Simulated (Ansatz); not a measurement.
## What a change does: single-point calculation on Bi

System: Bi (Im-3m, 1 atom in the cell).
Method of run A: Kohn-Sham DFT of a periodic cell, PBE, Ansatz PAW, no spin polarisation (Ansatz 0.2.0).

The structure derives from a Materials Project entry. Text and figures count atoms from 1; the logs count them from 0 in places.

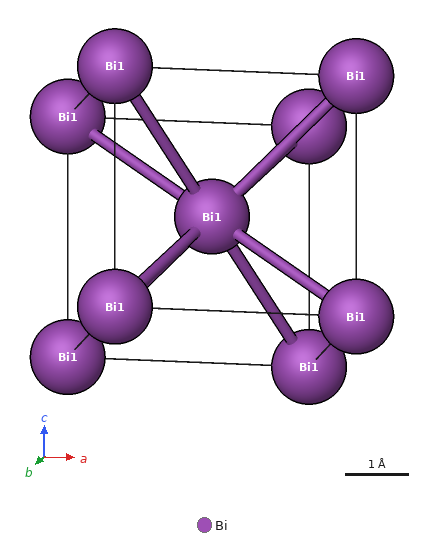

**Figure 1.** The structure (ball-and-stick view of the cell 2 times as large as that of the calculation, set on its symmetry axes, seen at an oblique angle; atoms are numbered from 1 in the order of the input). Near neighbours in the crystal (not all of them lie inside the picture): Bi has 8 Bi at 3.39 Å.

## The input, run A
```yaml
crystal:
  lattice:
    - [-1.9546511608, 1.9546511608, 1.9546511608]
    - [1.9546511608, -1.9546511608, 1.9546511608]
    - [1.9546511608, 1.9546511608, -1.9546511608]
  atoms:
    - { symbol: Bi, position: [0.0, 0.0, 0.0] }
hamiltonian:
  xc: pbe
  pseudopotentials: { kind: paw }
kpoints:
  mp_grid: { grid: [9, 9, 9] }
scf:
  occupations: { method: fermi_dirac, width: 0.05 }
output:
  forces: true
  stress: true
  eigenvalues: true
  write_density: true
  write_potential: true
  elf: true
  volumetric_format: npy
```

Command:
```bash
ansatz run input.yaml --threads 1 --pin off --max-ram 2560MiB --backend cpu --events-out ev --progress --plain --runs-dir out
```

Hardware: 1 thread of Arm Neoverse V2, 24 GiB of memory available, shared host.

## Output, shortened to warnings, some set-up lines, iterations and results (run A)
```
Basis set: ecut = 420 eV, 603 PW (Γ), exchange–correlation on 48×48×48 points (8 copies of the dense FFT grid, shifted against one another)
Symmetry: 48 space group operations
k-points: 35 of 729
Initial density: superposition of atomic densities (neutral atoms: chi_scale 0, normalization atom), corrected by the library's trained network
[...]
SCF iter   1: F=—  HF=-12396.417524 eV  |F-HF|=—  |Δ(HF+E_count)|=         —  Δρ=8.42e-4  dr2=1.93e-4  ethr=1.77e-3  ⟨swp⟩=5.5  Hψ=2472  notcnv=0
SCF iter   2: F=—  HF=-12396.416952 eV  |F-HF|=—  |Δ(HF+E_count)|=   5.72e-4  Δρ=4.57e-4  dr2=3.90e-5  ethr=1.29e-6  ⟨swp⟩=2.5  Hψ=1010  notcnv=0
SCF iter   3: F=—  HF=-12396.416975 eV  |F-HF|=—  |Δ(HF+E_count)|=   2.25e-5  Δρ=2.45e-4  dr2=1.46e-5  ethr=2.60e-7  ⟨swp⟩=1.0  Hψ=406  notcnv=0
SCF iter   4: F=—  HF=-12396.416979 eV  |F-HF|=—  |Δ(HF+E_count)|=   4.72e-6  Δρ=5.28e-5  dr2=5.91e-7  ethr=9.76e-8  ⟨swp⟩=2.0  Hψ=463  notcnv=0
SCF iter   5: F=-12396.416980 eV  HF=-12396.416980 eV  |F-HF|=8.93e-10  |Δ(HF+E_count)|=   1.91e-7  Δρ=7.17e-6  dr2=1.07e-8  ethr=3.94e-9  ⟨swp⟩=2.4  Hψ=635  notcnv=0
SCF iter   6: F=-12396.416980 eV  HF=-12396.416980 eV  |F-HF|=1.98e-10  |Δ(HF+E_count)|=   6.02e-9  Δρ=7.69e-7  dr2=9.40e-11  ethr=7.16e-11  ⟨swp⟩=7.4  Hψ=2688  notcnv=0
SCF 1 converged in 6 iterations: F = -12396.416980 eV  dr2 = 9.40e-11
SCF converged after 6 iterations
Free energy (F): -12396.416980 eV
Harris-Foulkes:  -12396.416980 eV  (|F-HF|=1.98e-10)
Internal energy: -12396.412503 eV  (E = F + TS)
E sigma→0 (E₀):  -12396.414741 eV
Entropy (-TS):   -0.004477 eV (-4.477 meV/atom)
Fermi energy:    12.520187 eV
--- Per-component energies (eV) ---
  E_band       = -72.606940
  E_kinetic    = 302.735937
  E_local      = -1367.995586  (includes V_loc(G=0)·N_el)
  E_nonlocal   = 559.923210
  E_hartree    = 431.742122
  E_xc         = -151.759728
  E_vxc        = -144.872765  (∫ρ·V_xc dr)
  E_paw        = -10663.010665  (= ΣΔE_a)
  E_vpaw       = -285.881406  (= ΣTr[D̂ρ^β])
  E_aug_tail   = -0.000435  (compensation charges beyond the density's cutoff)
  E_ewald      = -1508.047359
  E_smearing   = -0.004477  (= −TS)
  E_closure    = 0.000000  (closes the sum)
  Σ components = -12396.416980   (vs F -12396.416980, Δ=0.00e0)
--- Forces (eV/Å), atoms counted from 1 ---
  atom   1  Bi    -0.00000000     0.00000000     0.00000000
  max |Σ_I F_I| component: 3.20e-31 eV/Å
--- Stress (GPa, compression-positive) ---
        3.402361       0.000000      -0.000000
        0.000000       3.402361       0.000000
       -0.000000      -0.000000       3.402361
  P = ⅓ Tr σ = 3.4024 GPa (34.024 kbar)
```

The input of run B differs as follows (lines with − go, lines with + come):
```diff
-    - [-1.9546511608, 1.9546511608, 1.9546511608]
-    - [1.9546511608, -1.9546511608, 1.9546511608]
-    - [1.9546511608, 1.9546511608, -1.9546511608]
+    - [-1.9409818243, 1.9409818243, 1.9409818243]
+    - [1.9409818243, -1.9409818243, 1.9409818243]
+    - [1.9409818243, 1.9409818243, -1.9409818243]
```

What does this change do to the results?

With the same functional and potentials, run B lies 16.0 meV per atom higher. The pressure goes from 3.40 to 4.85 GPa. The volume per atom goes from 29.87 to 29.25 Å³. The cell is scaled evenly with the atoms at fixed fractional positions, so −ΔP/Δ ln V estimates the bulk modulus midway between the two volumes: about 69 GPa. The number of SCF iterations is the same.

## Output, shortened to warnings, some set-up lines, iterations and results (run B)
```
Basis set: ecut = 420 eV, 603 PW (Γ), exchange–correlation on 48×48×48 points (8 copies of the dense FFT grid, shifted against one another)
Symmetry: 48 space group operations
k-points: 35 of 729
Initial density: superposition of atomic densities (neutral atoms: chi_scale 0, normalization atom), corrected by the library's trained network
[...]
SCF iter   1: F=—  HF=-12396.401501 eV  |F-HF|=—  |Δ(HF+E_count)|=         —  Δρ=8.72e-4  dr2=2.04e-4  ethr=1.77e-3  ⟨swp⟩=5.6  Hψ=2469  notcnv=0
SCF iter   2: F=—  HF=-12396.400985 eV  |F-HF|=—  |Δ(HF+E_count)|=   5.15e-4  Δρ=4.58e-4  dr2=3.78e-5  ethr=1.36e-6  ⟨swp⟩=2.5  Hψ=1001  notcnv=0
SCF iter   3: F=—  HF=-12396.400984 eV  |F-HF|=—  |Δ(HF+E_count)|=   1.15e-6  Δρ=2.49e-4  dr2=1.43e-5  ethr=2.52e-7  ⟨swp⟩=1.0  Hψ=406  notcnv=0
SCF iter   4: F=—  HF=-12396.400989 eV  |F-HF|=—  |Δ(HF+E_count)|=   5.09e-6  Δρ=5.25e-5  dr2=6.12e-7  ethr=9.53e-8  ⟨swp⟩=1.9  Hψ=458  notcnv=0
SCF iter   5: F=-12396.400989 eV  HF=-12396.400989 eV  |F-HF|=1.60e-9  |Δ(HF+E_count)|=   1.37e-7  Δρ=8.03e-6  dr2=1.39e-8  ethr=4.08e-9  ⟨swp⟩=2.5  Hψ=635  notcnv=0
SCF iter   6: F=-12396.400989 eV  HF=-12396.400989 eV  |F-HF|=1.53e-10  |Δ(HF+E_count)|=   4.01e-9  Δρ=9.46e-7  dr2=2.09e-10  ethr=9.26e-11  ⟨swp⟩=7.5  Hψ=2695  notcnv=0
SCF 1 converged in 6 iterations: F = -12396.400989 eV  dr2 = 2.09e-10
SCF converged after 6 iterations
Free energy (F): -12396.400989 eV
Harris-Foulkes:  -12396.400989 eV  (|F-HF|=1.53e-10)
Internal energy: -12396.396043 eV  (E = F + TS)
E sigma→0 (E₀):  -12396.398516 eV
Entropy (-TS):   -0.004946 eV (-4.946 meV/atom)
Fermi energy:    12.908472 eV
--- Per-component energies (eV) ---
  E_band       = -67.614538
  E_kinetic    = 303.096744
  E_local      = -1351.964791  (includes V_loc(G=0)·N_el)
  E_nonlocal   = 559.945706
  E_hartree    = 426.138761
  E_xc         = -151.929025
  E_vxc        = -145.105505  (∫ρ·V_xc dr)
  E_paw        = -10663.015242  (= ΣΔE_a)
  E_vpaw       = -285.863378  (= ΣTr[D̂ρ^β])
  E_aug_tail   = -0.000436  (compensation charges beyond the density's cutoff)
  E_ewald      = -1518.667761
  E_smearing   = -0.004946  (= −TS)
  E_closure    = -0.000000  (closes the sum)
  Σ components = -12396.400989   (vs F -12396.400989, Δ=0.00e0)
--- Forces (eV/Å), atoms counted from 1 ---
  atom   1  Bi    -0.00000000     0.00000000     0.00000000
  max |Σ_I F_I| component: 2.96e-31 eV/Å
--- Stress (GPa, compression-positive) ---
        4.853724      -0.000000       0.000000
        0.000000       4.853724      -0.000000
       -0.000000      -0.000000       4.853724
  P = ⅓ Tr σ = 4.8537 GPa (48.537 kbar)
```

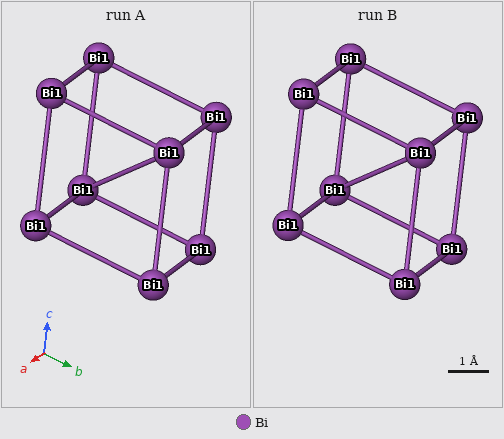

**Figure 2.** The two input geometries at one scale (ball-and-stick view of the cell of the calculation, seen slightly off an axis). The atoms keep their places relative to the cell (all moves are under 0.005 Å). The volume changes by −2.1 %, with a = b = c 3.386 → 3.362 Å (−0.7 %). Among the contacts that change: Bi1–Bi1 3.386 → 3.362 Å.

## The two runs side by side

| quantity | run A | run B |
| --- | --- | --- |
| outcome | converged | converged |
| free energy per atom (eV) | −12396.4170 | −12396.4010 |
| energy per atom, smearing taken to zero (eV) | −12396.4147 | −12396.3985 |
| gap on the mesh (eV) | 0.00 | 0.00 |
| pressure (GPa) | 3.40 | 4.85 |
| volume per atom (Å³) | 29.87 | 29.25 |
| largest force (eV/Å) | 0.000 | 0.000 |
| SCF iterations | 6 | 6 |
| irreducible k-points | 35 | 35 |
| plane waves at Γ | 603 | 603 |
| wall time (shared host) | 0.96 s | 0.94 s |

For both runs: Spin–orbit coupling is left out, which matters for Bi.
